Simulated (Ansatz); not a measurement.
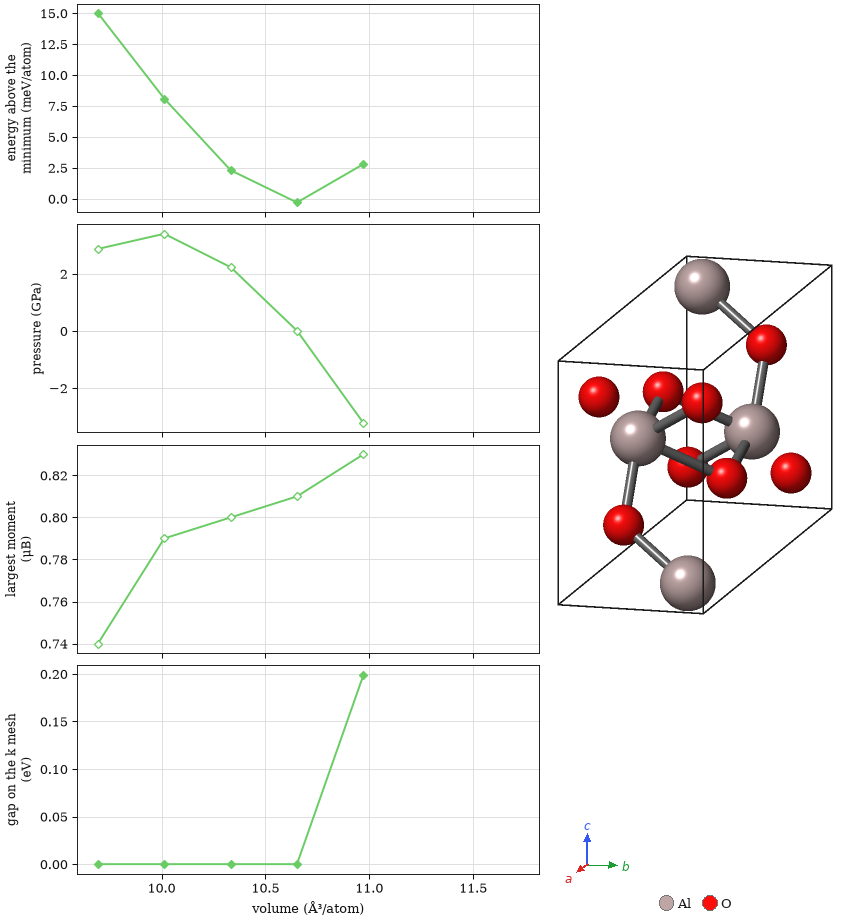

The picture above shows the energy above the minimum, pressure, largest moment and gap on the k mesh against volume for AlO₂, space group Pnma (No. 62). The conventional cell is drawn beside the plot.

Cell as given: a = 9.260 Å, b = 2.883 Å, c = 4.789 Å, α = 90.00°, β = 90.00°, γ = 90.00°; 12 atoms.

How it was computed, with Ansatz 0.2.0: third-order Birch-Murnaghan fit to density functional energies at scaled volumes of the given relaxed cell, shape and atoms relaxed at each volume; energies count from the fitted minimum; plane waves with PAW datasets, Γ-centred k mesh. Level: PBEsol, collinear spin. The state reached is ferromagnetic.

```json
{"setting": "wave cutoff", "value": "420 eV"}
{"setting": "k mesh", "value": "4×12×8"}
{"setting": "occupations", "value": "Gaussian"}
{"setting": "smearing width", "value": "0.1 eV"}
```

The points at volume 11.292 Å³/atom and 11.718 Å³/atom are left out of the plot. What values does the calculation give there?

```tsv
volume (Å³/atom)	energy above the minimum (meV/atom)	pressure (GPa)	largest moment (μB)	gap on the k mesh (eV)
11.292	12.5	-6.46	0.84	0.373
11.718	34.9	-10.28	0.85	0.467
```

Limits of the calculation: a crossing between the sampled k points may be missed; bands touch, and spin-orbit coupling could open a gap; pressure derivative unusual.
